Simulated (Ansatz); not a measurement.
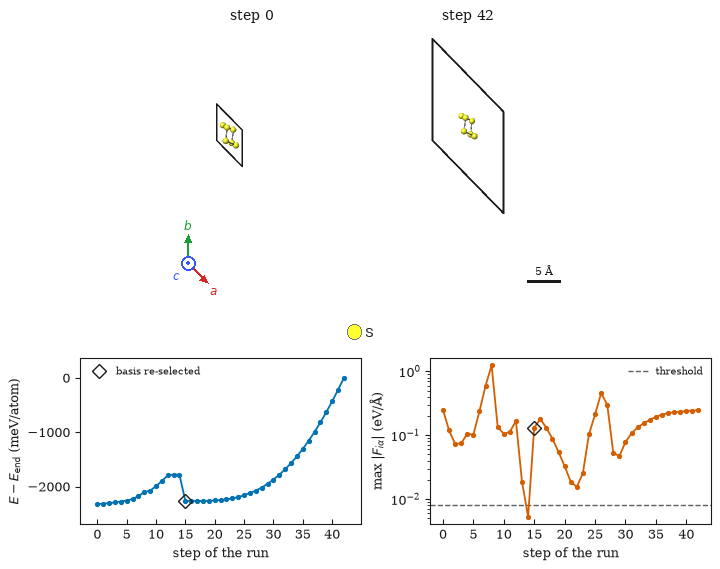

First and last geometry of a relaxation of solid S (set up in R-3), with the history of the run. The picture is a ball-and-stick view of the cell of the calculation, seen along the c axis.

Case: relaxed at -3 GPa.

These are results of Ansatz, DFT PBEsol, scalar-relativistic, plane waves, PAW, not measurements. Settings: plane-wave cutoff 420 eV; k-point mesh 6 × 6 × 6; occupations gaussian; smearing width 0.02 eV; target pressure -3 GPa; no spin polarisation; cell and atoms relaxed; force threshold 0.008 eV/Å; at most 50 steps.

**Did the run converge, and what did it change?**

The run was cut off at its time limit before the relaxation converged, so the last structure is only a point on the way. The largest moves relative to the cell, 3.46 Å, are those of S atoms. The volume changes by +2054.8 %, with a = b = c 6.249 → 17.439 Å (+179.1 %), α 114.6° → 114.7°, β 114.6° → 114.7°, γ 114.6° → 114.7°. Near-neighbour distances that change, for instance: S–S 2.095 → 2.118 Å. The space group stays R-3 (No. 148). Over 41 accepted moves (42 points after the start) the energy rises by 2323 meV per atom. With the target pressure of -3 GPa, the enthalpy E + pV changes by −6727 meV per atom. The largest force component goes from 0.25 to 0.25 eV/Å. The pressure goes from −1.65 to −1.32 GPa. The SCF was repeated once at an unchanged geometry on a basis and grid sized afresh for the cell, which shifted the energy by 483 meV per atom at most.
